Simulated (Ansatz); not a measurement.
## Single-point calculation of Al₃GaAs₄

The run: single-point calculation of Al₃GaAs₄ (8 atoms in the cell). Method and program: DFT PBE, scalar-relativistic, plane waves, PAW, no spin polarisation (Ansatz 0.2.0).

The structure was made by a generator, so it may or may not be a known phase. Figures and captions count atoms from 1; the log counts them from 0 in places.

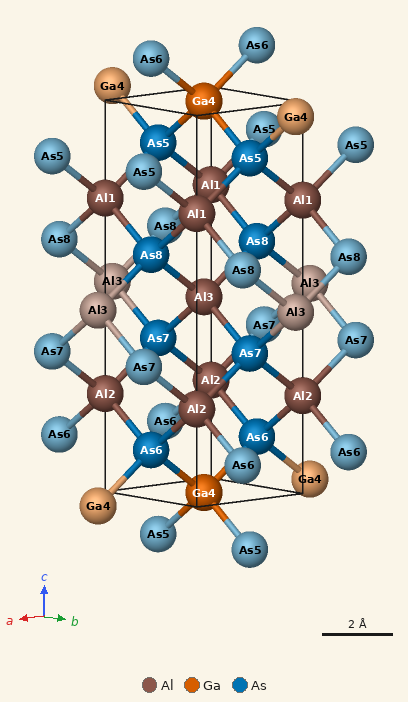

The structure (ball-and-stick view of the cell of the calculation, seen at an oblique angle; neighbours outside the cell are drawn fainter; atoms are numbered from 1 in the order of the input). An atom can appear more than once, as a periodic image.

Summary:

```json
{"quantity": "outcome", "value": "converged"}
{"quantity": "space group (tolerance 0.01 Å)", "value": "P-4m2 (115)"}
{"quantity": "electrons treated", "value": "82"}
{"quantity": "free energy", "value": "−24823.6897 eV"}
{"quantity": "Fermi energy", "value": "7.012 eV"}
{"quantity": "gap on the k-point mesh", "value": "1.27 eV"}
{"quantity": "hardware", "value": "4 threads of Arm Neoverse V1, 24 GiB of memory available, shared host"}
{"quantity": "wall time", "value": "16 s (CPU time 62 s)"}
{"quantity": "peak memory", "value": "0.65 GiB"}
```

The input:
```yaml
crystal:
  lattice:
    - [4.0554811, 0.0, 0.0]
    - [0.0, 4.0554811, 0.0]
    - [0.0, 0.0, 11.4558324]
  atoms:
    - { symbol: Al, position: [0.0, 0.0, 0.749763] }
    - { symbol: Al, position: [0.0, 0.0, 0.250237] }
    - { symbol: Al, position: [0.5, 0.5, 0.5] }
    - { symbol: Ga, position: [0.5, 0.5, 0.0] }
    - { symbol: As, position: [0.5, 0.0, 0.874131] }
    - { symbol: As, position: [0.0, 0.5, 0.125869] }
    - { symbol: As, position: [0.5, 0.0, 0.375105] }
    - { symbol: As, position: [0.0, 0.5, 0.624895] }
basis:
  ecutwfc: 420
kpoints:
  mp_grid: { grid: [8, 8, 4] }
hamiltonian:
  xc: pbe
scf:
  occupations: { method: gaussian, width: 0.02 }
output:
  forces: false
  stress: false
  eigenvalues: true
  eigenstates:
    kpoints:
      - [0.0, 0.0, 0.0]
      - [0.012908997, 0.0, 0.0]
      - [-0.012908997, 0.0, 0.0]
      - [0.0, 0.012908997, 0.0]
      - [0.0, -0.012908997, 0.0]
      - [0.0, 0.0, 0.036465047]
      - [0.0, 0.0, -0.036465047]
      - [0.00912804, 0.00912804, 0.0]
      - [-0.00912804, -0.00912804, 0.0]
      - [0.00912804, 0.0, 0.025784682]
      - [-0.00912804, 0.0, -0.025784682]
      - [0.0, 0.00912804, 0.025784682]
      - [0.0, -0.00912804, -0.025784682]
      - [0.007453013, 0.007453013, 0.021053105]
      - [-0.007453013, -0.007453013, -0.021053105]
      - [0.0, 0.0, 0.0]
      - [0.012908997, 0.0, 0.0]
      - [-0.012908997, 0.0, 0.0]
      - [0.0, 0.012908997, 0.0]
      - [0.0, -0.012908997, 0.0]
      - [0.0, 0.0, 0.036465047]
      - [0.0, 0.0, -0.036465047]
      - [0.00912804, 0.00912804, 0.0]
      - [-0.00912804, -0.00912804, 0.0]
      - [0.00912804, 0.0, 0.025784682]
      - [-0.00912804, 0.0, -0.025784682]
      - [0.0, 0.00912804, 0.025784682]
      - [0.0, -0.00912804, -0.025784682]
      - [0.007453013, 0.007453013, 0.021053105]
      - [-0.007453013, -0.007453013, -0.021053105]
    e_range: [-2.768588, 2.768588]
checkpoint:
  read: start.run
  write: ck
  compress: false
  write_wavefunctions: false
  write_every: 100000
```

Launch command:
```bash
ansatz run input.yaml --threads 4 --pin off --max-ram 8192MiB --backend cpu --events-out ev --progress --plain --runs-dir out
```

Log:
```
Warning: checkpoint.read: basis.xc_grid differs: saved 2, current 1 (points along each axis for each point of the dense box; where the key is left out runs that use forces, runs that use the stress, dielectric runs by a finite field, finite-displacement phonons, runs of phonons.displacement_patterns under a GGA or a meta-GGA, phonons by method: dfpt, dielectric runs by the response, runs on support functions, runs on PAW files under a meta-GGA or a hybrid on one, runs at kind: all_electron or under a hybrid on a GGA, runs under a text's formulas of a gradient, and runs on PAW files that evaluate rPW86 or Becke's exchange or LYP's correlation can take a finer level, which can go by the root key accuracy; a number is taken as typed: the saved number, typed, holds this deck to the state's level, where the deck is accepted there); the SCF iterates at this deck's level from the saved density; a trajectory continued from that state goes on on another energy surface; basis.xc_grid: 2, typed and accepted, keeps it on the saved one
Engine: ansatz 0.2.0, aarch64-unknown-linux-gnu
Pseudopotentials: kind: paw
Pseudopotential: Al, paw, valence charge 3, recommended cutoff 420 eV (normal), Al.paw.azcp
Pseudopotential: Ga, paw, valence charge 13, recommended cutoff 420 eV (normal), Ga.paw.azcp
Pseudopotential: As, paw, valence charge 15, recommended cutoff 420 eV (normal), As.paw.azcp
Functional definition: PBE
  parameter kappa = 0.804
  parameter beta = 0.06672455060314922
  exchange = pbe_x(kappa = kappa, mu = beta*pi^2/3)
  correlation = pbe_c(beta = beta)
Crystal: 8 atoms, lattice volume = 188.413 Å³
Basis set: ecut = 420 eV, 3679 PW (Γ)
Bands: 50, of which v1, the nominal top of the filled ones, is band 41 counted from 1 (40 counted from 0)
Symmetry: 8 space group operations
Space group: P-4m2 (ITA 115), of the structure as read, at distance tolerance 5.7e-5 Å
k-points: 45 of 256 (time reversal used)
Non-local potential: Al, projectors of the file, l = 0: 2, l = 1: 2, l = 2: 1
Non-local potential: Ga, projectors of the file, l = 0: 2, l = 1: 2, l = 2: 3, l = 3: 1
Non-local potential: As, projectors of the file, l = 0: 2, l = 1: 2, l = 2: 3, l = 3: 1
PAW form: soft (Blöchl's): semilocal exchange-correlation on the pseudo side does not see the compensation charge
PAW one-centre angular grid: Al, 110 points (default); XC on 64 Gauss nodes
PAW one-centre angular grid: Ga, 590 points (default); XC on 64 Gauss nodes
PAW one-centre angular grid: As, 590 points (default); XC on 64 Gauss nodes
Initial density: read from a saved state, or passed on in memory by an earlier SCF of this step, an earlier step, the calling program or the single point that the run made first
Initial wavefunctions: pseudopotential atomic-orbital guess
Functional: x = pbe(κ = 0.804, μ = 0.2195149727645171), c = pbe(β = 0.06672455060314922)
iter 1 solved again at ethr=1.24e-7 eV; its pass at ethr=3.10e-3 eV (dr2=1.02e-4 eV) is discarded
SCF iter   1: F=—  HF=-24823.689742 eV  |F-HF|=—  |Δ(HF+E_count)|=         —  Δρ=5.45e-6  dr2=5.44e-8  ethr=1.24e-7  ⟨swp⟩=3.1  Hψ=13913  notcnv=0
preconditioner: auto → Resta (q_TF=auto, 2.375 Å⁻¹)  ε∞=3.6  [insulator: Δε(μ)=1.269 eV  Ē_g=10.791 eV  σ=0.020 eV  W_gap=1.00  n_scr=48 (ndim 8)  ℏωp=17.5 eV  f_vac=0.020  D(μ)=0.00/eV (n_scr^D=0)  ε∞_Penn≈3.6]
SCF iter   2: F=—  HF=-24823.689739 eV  |F-HF|=—  |Δ(HF+E_count)|=   3.26e-6  Δρ=3.60e-6  dr2=1.99e-8  ethr=6.63e-11  ⟨swp⟩=5.8  Hψ=7540  notcnv=0
SCF iter   3: F=-24823.689739 eV  HF=-24823.689739 eV  |F-HF|=2.24e-8  |Δ(HF+E_count)|=   5.44e-8  Δρ=1.88e-6  dr2=6.46e-9  ethr=2.43e-11  ⟨swp⟩=1.0  Hψ=5376  notcnv=0
SCF 1 converged in 3 iterations: F = -24823.689739 eV  dr2 = 6.46e-9
  greatest PAW one-centre occupation: 0.999 electrons in one spin orbital (limit 2), on the As atom at site 5 (counted from 0), in its partial waves of l = 2
NSCF: frozen V_eff on 30 k-points
SCF converged after 3 iterations
Free energy (F): -24823.689739 eV
Harris-Foulkes:  -24823.689739 eV  (|F-HF|=2.24e-8)
Internal energy: -24823.689739 eV  (E = F + TS)
E sigma→0 (E₀):  -24823.689739 eV
Fermi energy:    7.011677 eV
--- Per-component energies (eV) ---
  E_band       = -1153.888869
  E_kinetic    = 595.476112
  E_local      = -11189.776427  (includes V_loc(G=0)·N_el)
  E_nonlocal   = -2225.664222
  E_hartree    = 5811.878000
  E_xc         = -503.661297
  E_vxc        = -460.025056  (∫ρ·V_xc dr)
  E_paw        = -10733.817498  (= ΣΔE_a)
  E_vpaw       = 502.344298  (= ΣTr[D̂ρ^β])
  E_aug_tail   = -0.000091  (compensation charges beyond the density's cutoff)
  E_ewald      = -6578.124315
  E_smearing   = -0.000000  (= −TS)
  E_closure    = 0.000000  (closes the sum)
  Σ components = -24823.689739   (vs F -24823.689739, Δ=0.00e0)
--- Band table (eV; the first three rows and the last of 45) ---
  k-point 0: bands = ["-28.2497", "-28.2497", "-28.2492", "-28.2491", "-28.2286", "-28.2282", "-28.2247", "-28.2247", "-28.2183", "-28.2183", "-28.1151", "-28.1148", "-28.1146", "-28.1146", "-28.1138", "-28.1138", "-28.1062", "-28.1060", "-28.1050", "-28.1047", "-8.0888", "-8.0203", "-8.0203", "-7.9835", "-7.9676", "-5.4883", "-4.7591", "-4.6422", "-3.5129", "0.7205", "2.7943", "3.1845", "4.1731", "4.1731", "4.9655", "4.9655", "5.0522", "5.0522", "6.3630", "6.3773", "6.3773", "7.6459", "7.8912", "8.5387", "8.7776", "8.9269", "9.9263", "9.9601", "10.4807", "10.4818"]
  k-point 1: bands = ["-28.2498", "-28.2498", "-28.2492", "-28.2491", "-28.2286", "-28.2282", "-28.2247", "-28.2247", "-28.2183", "-28.2183", "-28.1151", "-28.1148", "-28.1146", "-28.1146", "-28.1138", "-28.1138", "-28.1062", "-28.1059", "-28.1050", "-28.1047", "-8.0888", "-8.0203", "-8.0203", "-7.9835", "-7.9676", "-5.4417", "-5.0212", "-4.3242", "-3.6339", "0.8936", "2.1662", "3.8947", "4.2276", "4.2276", "4.6551", "4.6551", "5.4238", "5.4238", "5.7860", "6.2330", "6.2330", "7.8805", "8.2322", "8.4733", "8.6908", "9.3326", "9.4570", "10.0083", "10.3022", "10.7027"]
  k-point 2: bands = ["-28.2498", "-28.2498", "-28.2492", "-28.2491", "-28.2286", "-28.2282", "-28.2247", "-28.2247", "-28.2183", "-28.2183", "-28.1151", "-28.1148", "-28.1146", "-28.1146", "-28.1138", "-28.1138", "-28.1062", "-28.1059", "-28.1050", "-28.1047", "-8.0888", "-8.0203", "-8.0203", "-7.9835", "-7.9676", "-5.3512", "-5.2022", "-3.9911", "-3.8946", "1.2065", "1.6610", "4.3700", "4.3700", "4.4123", "4.4123", "4.6669", "5.0108", "5.7790", "5.7790", "5.9508", "5.9508", "7.9718", "8.2447", "8.7414", "8.9682", "9.2792", "9.4994", "9.8664", "9.8726", "11.2139"]
  k-point 44: bands = ["-28.2507", "-28.2495", "-28.2477", "-28.2477", "-28.2289", "-28.2289", "-28.2255", "-28.2246", "-28.2171", "-28.2171", "-28.1153", "-28.1149", "-28.1140", "-28.1140", "-28.1130", "-28.1130", "-28.1057", "-28.1057", "-28.1051", "-28.1051", "-8.0688", "-8.0688", "-7.9985", "-7.9858", "-7.9706", "-3.5454", "-3.5454", "-3.4544", "-3.4544", "0.1709", "1.0990", "1.1008", "1.1357", "3.6548", "3.6856", "3.6966", "3.7700", "3.8381", "3.8381", "3.8460", "3.8460", "8.7896", "8.7896", "9.0494", "9.0494", "9.1427", "9.6225", "9.6410", "9.9358", "14.2024"]
```

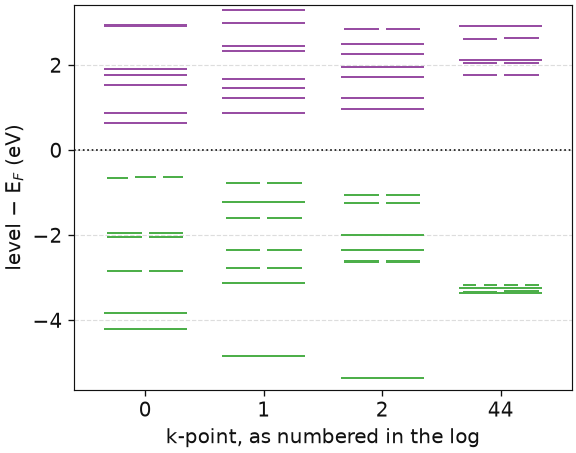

Kohn–Sham levels near the Fermi level (dotted) at the few k-points that the log prints; levels within 0.02 eV of each other stand side by side. Among these points the highest filled and lowest empty levels are 1.27 eV apart, which is the gap on the mesh.
